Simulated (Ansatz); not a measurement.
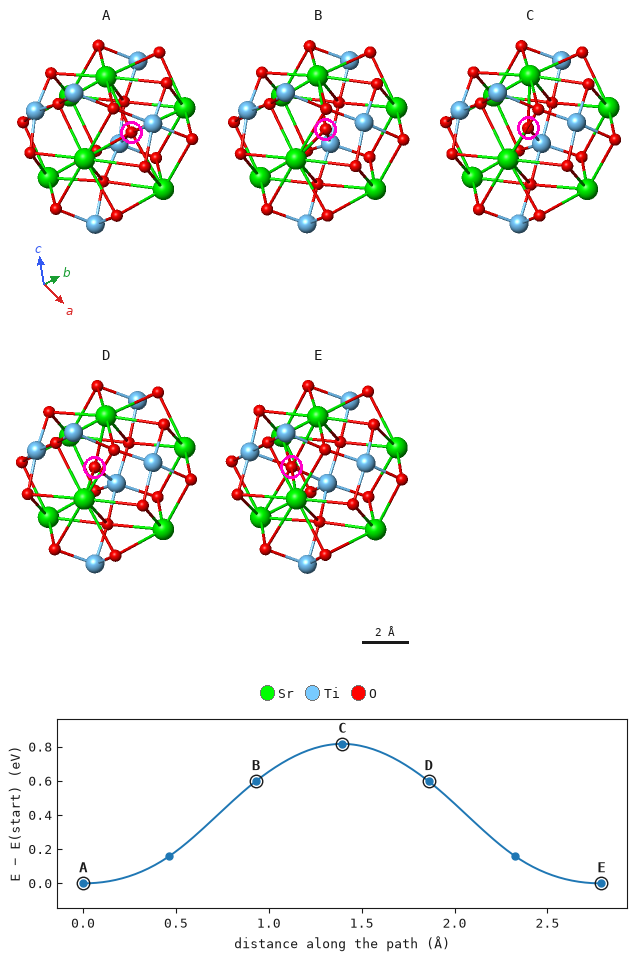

A nudged-elastic-band calculation for a defect cell of composition Sr4Ti4O11 (cell charge +2) (19 atoms in the cell). Images are numbered from 0 (start) to 6 (end). Frames A to E are images 0, 2, 3, 4, 6. The picture is a ball-and-stick view of the atoms within 4.2 Å of the middle of the path, seen slightly off an axis. The moving atom is ringed, with any periodic copies. Bonds to atoms that aren't drawn are left out.

Theory: DFT r2SCAN, scalar-relativistic, plane waves, PAW (Ansatz 0.2.0). Set-up: plane-wave cutoff 500 eV; k-point mesh 2 × 2 × 2; Gaussian smearing 0.02 eV; 5 movable images; climbing image.

What happens along the path, and what is the barrier?

The two ends have the same energy, and the highest point, image 3, lies 0.82 eV above the start. An O atom travels furthest, 2.49 Å from end to end, along [−2 −1 −1], on a path that bends up to 0.18 Å away from the straight line. At the highest image its nearest neighbour (Ti) is 1.73 Å away, against 1.92 Å at the start, and the surrounding atoms stand up to 0.22 Å off the mean of their end positions. The band converged in 19 iterations, with a climbing image at the top.

Limits of the set-up: the periodic images lie only 6.8 Å apart, so the values are limited by the cell's size; the cell is charged, on a uniform background, and energies carry no finite-size correction.
